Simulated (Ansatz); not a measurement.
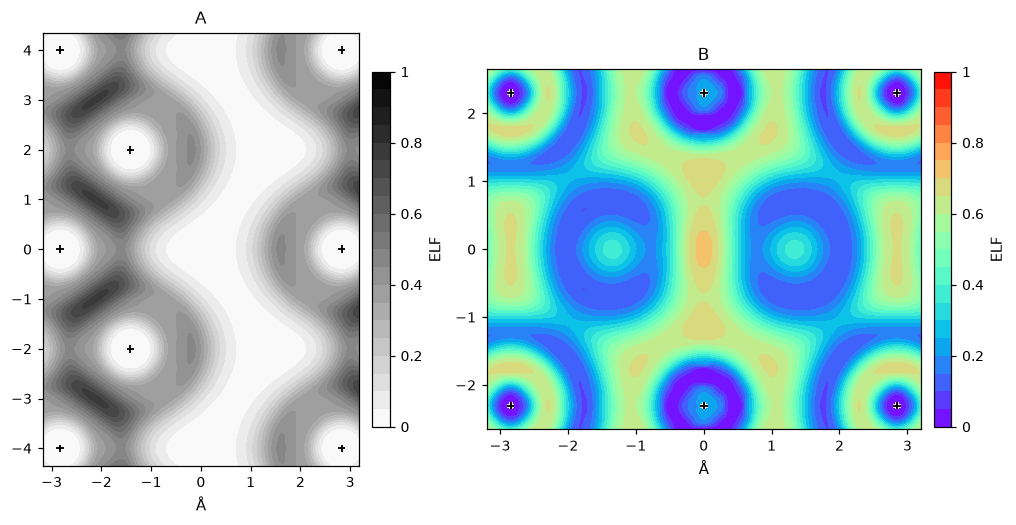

The ELF of 2 systems, each on a plane through atoms (crosses mark nuclei in the plane).

Method: Ansatz, DFT PBEsol, scalar-relativistic, plane waves, PAW.

System 1: Ti3Al, the (100) plane of the conventional cell. Space group P6₃/mmc; computed without spin polarisation.

```
Ti Al
1.0
     5.68780    0.00000    0.00000
    -2.84390    4.92578    0.00000
     0.00000    0.00000    4.60772
Ti Al
6 2
Direct
  0.83031 0.16969 0.25000
  0.66062 0.83031 0.75000
  0.83031 0.66062 0.25000
  0.16969 0.83031 0.75000
  0.33938 0.16969 0.25000
  0.16969 0.33938 0.75000
  0.33333 0.66667 0.25000
  0.66667 0.33333 0.75000
```

System 2: Ge, the (101) plane of the conventional cell. Space group Fddd; changed on purpose from its base cell (strain -0.0200 x Voigt [1, -1, 0, 0, 0, 0], atoms carried along).

```
CELL_PARAMETERS angstrom
5.54439 0.00000 0.00000
0.00000 0.00000 -5.65754
0.00000 5.77069 0.00000
ATOMIC_POSITIONS crystal
Ge 0.75000 0.75000 0.25000
Ge 0.25000 0.75000 0.75000
Ge 0.25000 0.25000 0.25000
Ge 0.75000 0.25000 0.75000
Ge 0.50000 0.50000 0.00000
Ge 0.00000 0.50000 0.50000
Ge 0.00000 0.00000 0.00000
Ge 0.50000 0.00000 0.50000
```

**Which map belongs to which system?**

Panel A is system 2, Ge: the plane holds Ge. Ge–Ge (2.45 Å): the ELF peaks at about 0.75 between the atoms, as expected for a covalent bond. Panel B is system 1, Ti3Al: the plane holds Ti and Al.
